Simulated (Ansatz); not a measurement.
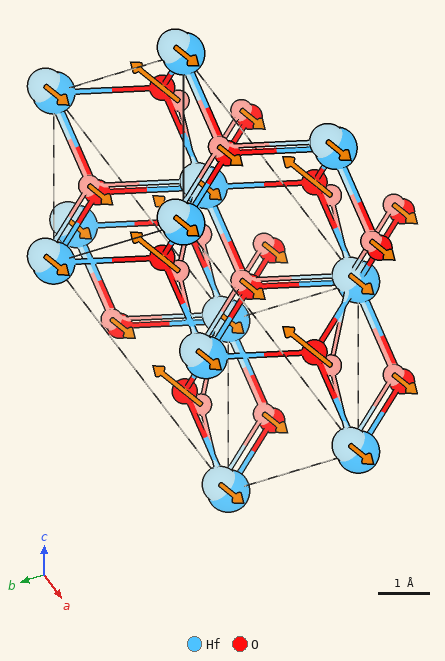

This is a relaxation of crystalline HfO$_{2}$ (set up in P1). The starting structure is drawn faded, the final one solid; orange arrows show the displacements, magnified 3 times.

The picture is a ball-and-stick view of the conventional cell (2 times the calculation's cell), seen from a free direction. Lengths and directions refer to the drawn axes.

Method: DFT r2SCAN, scalar-relativistic, plane waves, PAW in Ansatz 0.2.0.

Input
```yaml
crystal:
  lattice:
    - [0.0, 2.529160986, 2.529160986]
    - [2.529160986, 0.0, 2.529160986]
    - [2.529160986, 2.529160986, 0.0]
  atoms:
    - { symbol: Hf, position: [0.0693769002, -0.0466933257, -0.0468385341] }
    - { symbol: O, position: [0.3193769002, 0.2033066743, 0.2031614659] }
    - { symbol: O, position: [0.6112461997, 0.8433866514, 0.8436770682] }
basis:
  ecutwfc: 500
kpoints:
  mp_grid: { grid: [8, 8, 8] }
hamiltonian:
  xc: r2scan
scf:
  occupations: { method: gaussian, width: 0.05 }
output:
  forces: true
  stress: true
  eigenvalues: true
relax:
  adjacent_minimum: "off"
  f_tol: 0.01
  max_steps: 80
  cell: { stress_tol: 0.1 }
```

Launched with:
```bash
ansatz run input.yaml --threads 1 --pin off --max-ram 2560MiB --backend cpu --events-out ev --progress --plain --runs-dir out
```

Question: Describe the change and its energy.

Answer: The atom that moves furthest is O3 (0.50 Å along [−2 0 −1]). Largest moves by element: O 0.50 Å, Hf 0.25 Å. The cell doesn't change. Near-neighbour distances that change, for instance: O2–O3 1.836 → 2.529 Å, Hf1–O3 1.642 → 2.190 Å, Hf1–O3 (another image) 2.675 → 2.190 Å, Hf1–O3 (another image) 2.105 → 2.190 Å. New bonds form: Hf1–O3 (2.67 → 2.19 Å), Hf1–O3 (2.68 → 2.19 Å). Bond angles that change, for instance: Hf1–O3–Hf1 145.0° → 109.5°, O3–Hf1–O3 145.0° → 109.5°, O2–Hf1–O3 160.0° → 180.0°. The space group (tolerance 0.01 Å) goes from Cm (No. 8) to Fm-3m (No. 225). Over 6 accepted moves (8 points after the start) the energy falls by 1647 meV per atom. Largest force component: 13 eV/Å at the start, under 0.0001 eV/Å at the end. The pressure goes from 61.65 to 0.00 GPa. At 2 points the geometry stayed and the basis and grid were re-selected for the new cell (energy shift of less than 0.05 meV per atom at most each time). The run took 8.8 min on 1 thread of AMD EPYC (Zen 3) (shared host), peak memory 0.65 GiB.
